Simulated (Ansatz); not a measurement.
## Field-gradient calculation, with input and output: SnO$_{2}$

System: SnO$_{2}$ (P4₂/mnm, 6 atoms in the cell).
Method: DFT, PBE, PAW with Ansatz's default frozen-core files, scalar-relativistic, no spin polarisation (Ansatz 0.2.0).

The structure derives from an entry of the Crystallography Open Database. It belongs to a series of runs on one base structure; here: equal xx and yy strain of +3 %, PAW files. Figures and captions count atoms from 1; the log counts them from 0 in places.

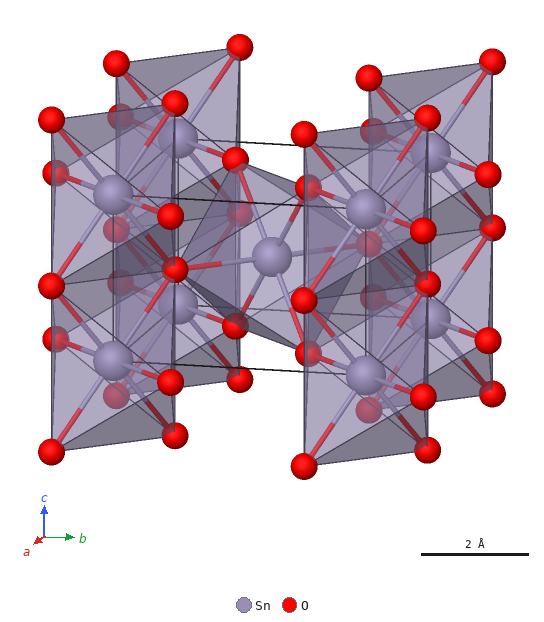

*The structure (polyhedral view of the cell of the calculation, seen slightly off an axis; polyhedra are completed across the faces of the cell).*

### Summary

| quantity | value |
| --- | --- |
| outcome | converged |
| space group (tolerance 0.01 Å) | P4₂/mnm (136) |
| electrons treated | 52 |
| free energy | −14317.9452 eV |
| Fermi energy | 9.008 eV |
| pressure | −0.14 GPa |
| field gradient V_zz (10²¹ V/m²) | Sn −5.63, Sn −5.63, O −11.36, O −11.36, O −11.36, O −11.36 |
| largest force (length of the vector) | 0.105 eV/Å |
| hardware | 2 threads of Arm Neoverse V2, 24 GiB of memory available, shared host |
| wall time | 3.2 s (CPU time 5.7 s) |
| peak memory | 0.42 GiB |

### Notes

The program warns: the field gradients leave out spin–orbit coupling.

### Input
```yaml
crystal:
  lattice:
    - [4.8794705, 0.0, 0.0]
    - [0.0, 4.8794705, 0.0]
    - [0.0, 0.0, 3.1864]
  atoms:
    - { symbol: Sn, position: [0.0, 0.0, 0.0] }
    - { symbol: Sn, position: [0.5, 0.5, 0.5] }
    - { symbol: O, position: [0.30562, 0.30562, 0.0] }
    - { symbol: O, position: [0.19438, 0.80562, 0.5] }
    - { symbol: O, position: [0.69438, 0.69438, 0.0] }
    - { symbol: O, position: [0.80562, 0.19438, 0.5] }
kpoints:
  mp_grid: { grid: [4, 4, 6] }
scf:
  occupations: { method: fermi_dirac, width: 0.03 }
hamiltonian:
  xc: pbe
  pseudopotentials: { kind: paw }
output:
  forces: true
  stress: true
  eigenvalues: true
  efg: { contact_densities: true }
  write_density: true
  write_potential: true
  elf: true
  volumetric_format: npy
```

Launched with:
```bash
ansatz run input.yaml --threads 2 --pin off --max-ram 6144MiB --backend cpu --events-out ev --progress --plain --runs-dir out
```

### Output
```
Sn: output.efg is read without spin–orbit coupling, which moves field gradients at and beside such atoms by some per cent and up to a factor of two; PAW files take it under magnetization.noncollinear and magnetization.spin_orbit
Engine: ansatz 0.2.0, aarch64-unknown-linux-gnu
Pseudopotentials: kind: paw
Pseudopotential: Sn, paw, valence charge 14, recommended cutoff 420 eV (normal), Sn.paw.azcp
Pseudopotential: O, paw, valence charge 6, recommended cutoff 420 eV (normal), O.paw.azcp
Functional definition: PBE
  parameter kappa = 0.804
  parameter beta = 0.06672455060314922
  exchange = pbe_x(kappa = kappa, mu = beta*pi^2/3)
  correlation = pbe_c(beta = beta)
Crystal: 6 atoms, lattice volume = 75.866 Å³
Basis set: ecut = 420 eV, 1471 PW (Γ), exchange–correlation on 72×72×48 points (8 copies of the dense FFT grid, shifted against one another)
Bands: 32, of which v1, the nominal top of the filled ones, is band 26 counted from 1 (25 counted from 0)
Symmetry: 16 space group operations
Space group: P42/mnm (ITA 136), of the structure as read, at distance tolerance 4.2e-5 Å
k-points: 24 of 96
Non-local potential: Sn, projectors of the file, l = 0: 2, l = 1: 2, l = 2: 2, l = 3: 2
Non-local potential: O, projectors of the file, l = 0: 2, l = 1: 2, l = 2: 1
PAW form: soft (Blöchl's): semilocal exchange-correlation on the pseudo side does not see the compensation charge
PAW one-centre angular grid: Sn, 590 points (default); XC on 64 Gauss nodes
PAW one-centre angular grid: O, 110 points (default); XC on 64 Gauss nodes
Initial density: superposition of atomic densities (neutral atoms: chi_scale 0, normalization atom), corrected by the library's trained network
Initial wavefunctions: pseudopotential atomic-orbital guess
Functional: x = pbe(κ = 0.804, μ = 0.2195149727645171), c = pbe(β = 0.06672455060314922)
SCF iter   1: F=—  HF=-14317.943136 eV  |F-HF|=—  |Δ(HF+E_count)|=         —  Δρ=1.32e-3  dr2=5.18e-4  ethr=1.77e-3  ⟨swp⟩=6.1  Hψ=3406  notcnv=0  defer=1
preconditioner: auto → Resta (q_TF=auto, 2.562 Å⁻¹)  ε∞=3.5  [insulator: Δε(μ)=0.703 eV  Ē_g=19.283 eV  σ=0.030 eV  W_gap=1.00  n_scr=18 (ndim 8)  ℏωp=30.7 eV  f_vac=0.043  D(μ)=0.00/eV (n_scr^D=0)  ε∞_Penn≈3.5]
SCF iter   2: F=—  HF=-14317.944936 eV  |F-HF|=—  |Δ(HF+E_count)|=   1.80e-3  Δρ=6.41e-4  dr2=1.16e-4  ethr=9.97e-7  ⟨swp⟩=2.4  Hψ=1583  notcnv=0  defer=9
SCF iter   3: F=—  HF=-14317.945208 eV  |F-HF|=—  |Δ(HF+E_count)|=   2.73e-4  Δρ=2.58e-4  dr2=3.01e-5  ethr=2.23e-7  ⟨swp⟩=3.0  Hψ=1466  notcnv=0  defer=9
SCF iter   4: F=—  HF=-14317.945176 eV  |F-HF|=—  |Δ(HF+E_count)|=   3.25e-5  Δρ=4.14e-5  dr2=9.96e-7  ethr=5.79e-8  ⟨swp⟩=2.0  Hψ=1030  notcnv=0  defer=9
iter 5 did not close the SCF: its close was put off for the readings that it lacked (scf_convergence_deferred on its scf_iter line)
SCF iter   5: F=-14317.945177 eV  HF=-14317.945177 eV  |F-HF|=1.01e-7  |Δ(HF+E_count)|=   1.65e-6  Δρ=1.34e-5  dr2=9.42e-8  ethr=1.92e-9  ⟨swp⟩=2.0  Hψ=1312  notcnv=0  defer=9
SCF iter   6: F=-14317.945177 eV  HF=-14317.945177 eV  |F-HF|=9.02e-9  |Δ(HF+E_count)|=   1.20e-7  Δρ=4.26e-6  dr2=9.08e-9  ethr=1.81e-10  ⟨swp⟩=9.9  Hψ=5384  notcnv=0
SCF 1 converged in 6 iterations: F = -14317.945177 eV  dr2 = 9.08e-9
  greatest PAW one-centre occupation: 0.996 electrons in one spin orbital (limit 2), on the Sn atom at site 1 (counted from 0), in its partial waves of l = 2
SCF converged after 6 iterations
Free energy (F): -14317.945177 eV
Harris-Foulkes:  -14317.945177 eV  (|F-HF|=9.02e-9)
Internal energy: -14317.945177 eV  (E = F + TS)
E sigma→0 (E₀):  -14317.945177 eV
Entropy (-TS):   -0.000000 eV (-0.000 meV/atom)
Fermi energy:    9.008093 eV
--- Per-component energies (eV) ---
  E_band       = -159.880726
  E_kinetic    = 1077.796150
  E_local      = -2993.205689  (includes V_loc(G=0)·N_el)
  E_nonlocal   = 133.800631
  E_hartree    = 1536.237051
  E_xc         = -1053.213574
  E_vxc        = -561.607463  (∫ρ·V_xc dr)
  E_paw        = -8928.280384  (= ΣΔE_a)
  E_vpaw       = -889.149583  (= ΣTr[D̂ρ^β])
  E_aug_tail   = 0.009866  (compensation charges beyond the density's cutoff)
  E_ewald      = -4091.089228
  E_smearing   = -0.000000  (= −TS)
  E_closure    = 0.000000  (closes the sum)
  Σ components = -14317.945177   (vs F -14317.945177, Δ=0.00e0)
--- Forces (eV/Å), atoms counted from 1 ---
  atom   1  Sn     0.00000000    -0.00000000     0.00000000
  atom   2  Sn    -0.00000000     0.00000000     0.00000000
  atom   3  O      0.07423131     0.07423131     0.00000000
  atom   4  O     -0.07423131     0.07423131     0.00000000
  atom   5  O     -0.07423131    -0.07423131     0.00000000
  atom   6  O      0.07423131    -0.07423131     0.00000000
  max |Σ_I F_I| component: 1.39e-17 eV/Å
--- Stress (GPa, compression-positive) ---
       -1.811041       0.000000       0.000000
        0.000000      -1.811041       0.000000
        0.000000       0.000000       3.199558
  P = ⅓ Tr σ = -0.1408 GPa (-1.408 kbar)
--- PAW observables at the nuclei: V_zz in 10²¹ V/m², potentials from the cell's mean, atoms counted from 1 ---
  atom   1  Sn V_zz =    -5.630165   η = 0.1042   by run symmetry: allowed
            electrostatic potential = -8173.301621 V   contact ρ = 1236241.461655 e/Å³
  atom   2  Sn V_zz =    -5.630165   η = 0.1042   by run symmetry: allowed
            electrostatic potential = -8173.301621 V   contact ρ = 1236241.461655 e/Å³
  atom   3  O  V_zz =   -11.357040   η = 0.1794   by run symmetry: allowed
            electrostatic potential = -626.156396 V   contact ρ = 2157.389845 e/Å³
  atom   4  O  V_zz =   -11.357040   η = 0.1794   by run symmetry: allowed
            electrostatic potential = -626.156396 V   contact ρ = 2157.389845 e/Å³
  atom   5  O  V_zz =   -11.357040   η = 0.1794   by run symmetry: allowed
            electrostatic potential = -626.156396 V   contact ρ = 2157.389845 e/Å³
  atom   6  O  V_zz =   -11.357040   η = 0.1794   by run symmetry: allowed
            electrostatic potential = -626.156396 V   contact ρ = 2157.389845 e/Å³
--- Band table (eV; the first three rows and the last of 24) ---
  k-point 0: bands = ["-12.3999", "-11.7822", "-11.5434", "-11.5115", "-11.5115", "-11.4223", "-11.4138", "-11.3479", "-11.3280", "-11.3280", "-9.9945", "-8.3257", "-8.3257", "-6.8371", "0.6350", "4.6662", "4.6662", "5.0653", "5.7520", "6.6051", "6.7497", "7.4628", "7.4628", "7.8904", "7.8904", "8.6576", "9.3585", "14.5651", "14.8684", "14.8684", "18.7662", "19.0206"]
  k-point 1: bands = ["-12.2802", "-11.7264", "-11.7264", "-11.6589", "-11.4987", "-11.4345", "-11.4049", "-11.3576", "-11.3576", "-11.3479", "-9.8397", "-7.9601", "-7.9601", "-7.0066", "0.6647", "4.7824", "4.9090", "4.9090", "5.2106", "5.9311", "6.3451", "6.5788", "6.5788", "7.9102", "7.9102", "8.4572", "10.8859", "14.9632", "15.9193", "15.9193", "17.5927", "19.9129"]
  k-point 2: bands = ["-12.0774", "-12.0774", "-12.0025", "-11.5701", "-11.4073", "-11.4073", "-11.3920", "-11.3839", "-11.3748", "-11.3511", "-9.3096", "-7.5555", "-7.2899", "-7.2899", "0.8818", "3.1651", "4.5439", "5.0545", "5.0545", "5.6492", "5.7012", "5.7012", "6.4350", "7.7095", "7.7095", "7.9050", "12.8317", "15.0413", "17.1200", "17.8197", "17.8197", "19.1883"]
  k-point 23: bands = ["-12.2350", "-12.2350", "-11.7437", "-11.7437", "-11.4329", "-11.4329", "-11.3590", "-11.3590", "-11.3078", "-11.3078", "-8.2987", "-8.2987", "-7.0289", "-7.0289", "0.9716", "0.9716", "3.8942", "3.8942", "6.1134", "6.1134", "6.1436", "6.1436", "7.7341", "7.7341", "7.8497", "7.8497", "12.9047", "12.9047", "17.2635", "17.2635", "19.1444", "19.1444"]
```

### File v_z.tsv
```
# z_ang	v_es[eV]	v_tot[eV]
# format = ansatz-planar-average/11
# xc	pbe
# density_cutoff_ev	1680
# datasets	Sn=:simpson_from_first_knot:soft	O=:simpson_from_first_knot:soft
# lattice	4.879470500	0.000000000	0.000000000
# lattice	0.000000000	4.879470500	0.000000000
# lattice	0.000000000	0.000000000	3.186400000
# sites	6
# site	50	0.000000000	0.000000000	0.000000000
# site	50	2.439735250	2.439735250	1.593200000
# site	8	1.491263774	1.491263774	0.000000000
# site	8	0.948471476	3.930999024	1.593200000
# site	8	3.388206726	3.388206726	0.000000000
# site	8	3.930999024	0.948471476	1.593200000
0.000000	6.178885e0	-5.982219e0
0.132767	6.275451e0	-5.718055e0
0.265533	6.576855e0	-4.991969e0
0.398300	7.047891e0	-3.954400e0
0.531067	7.705770e0	-2.677869e0
0.663833	8.312087e0	-1.558853e0
0.796600	8.493779e0	-1.173667e0
0.929367	8.312087e0	-1.558853e0
1.062133	7.705770e0	-2.677869e0
1.194900	7.047891e0	-3.954400e0
1.327667	6.576855e0	-4.991969e0
1.460433	6.275451e0	-5.718055e0
1.593200	6.178885e0	-5.982219e0
1.725967	6.275451e0	-5.718055e0
1.858733	6.576855e0	-4.991969e0
1.991500	7.047891e0	-3.954400e0
2.124267	7.705770e0	-2.677869e0
2.257033	8.312087e0	-1.558853e0
2.389800	8.493779e0	-1.173667e0
2.522567	8.312087e0	-1.558853e0
2.655333	7.705770e0	-2.677869e0
2.788100	7.047891e0	-3.954400e0
2.920867	6.576855e0	-4.991969e0
3.053633	6.275451e0	-5.718055e0
```

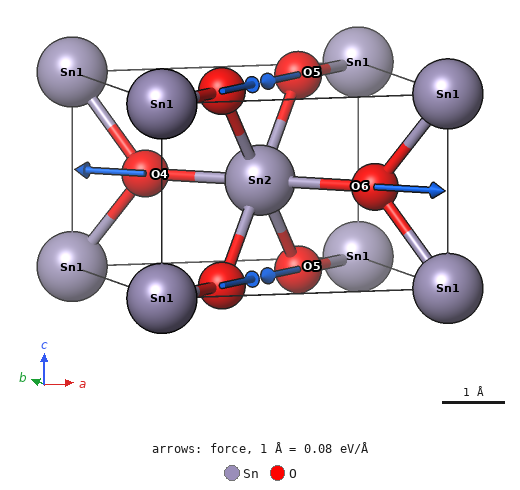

*Forces on the atoms as blue arrows (ball-and-stick view of the cell of the calculation, seen slightly off an axis; atoms are numbered from 1 in the order of the input).*

The largest act on all 4 O atoms (0.10 eV/Å). The geometry is not a stationary point of this energy.

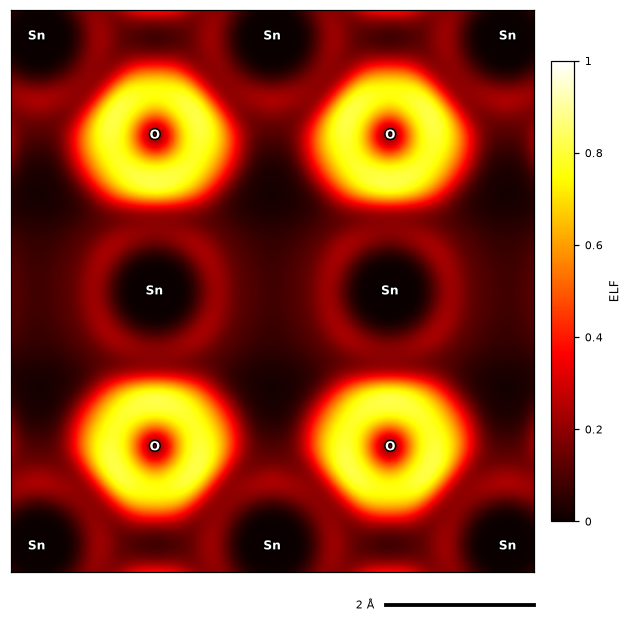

*ELF on the (110) plane of the conventional cell.*

The section cuts through Sn and O sites. Sn–O (2.08 Å): the ELF is about 0.25 at the midpoint. In a PAW calculation such maps are meaningful between the atoms, not at the nuclei.

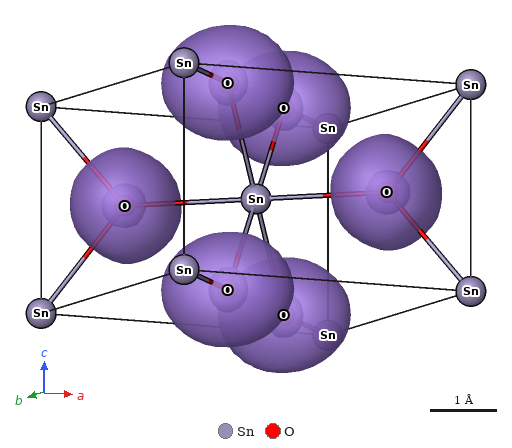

*Isosurface of the electron localisation function at 0.65 (purple), seen at an oblique angle. Core shells and regions of very low density are left out. Sticks mark near contacts. The outline is the cell set on symmetry axes.*

Values along the shortest contacts: Sn–O (2.08 Å): the ELF is about 0.25 at the midpoint.

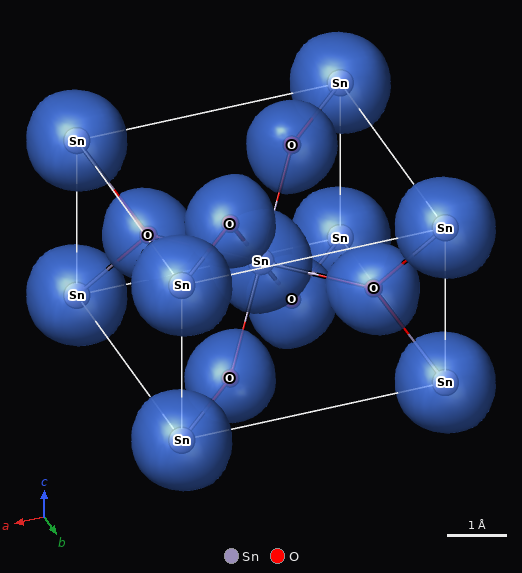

*Isosurface of the valence charge density (pseudo) at 0.8 e/Å³ (blue), seen at an oblique angle. Sticks mark near contacts. The outline is the cell set on symmetry axes.*

At this value the density breaks into separate islands; it holds about 75 % of the electrons treated as valence (semicore included). It is pinched off along the Sn–O (2.08 Å) contacts. On the grid the lowest density along these lines, outside the cores, is 0.64 e/Å³ (Sn–O, 2.08 Å).
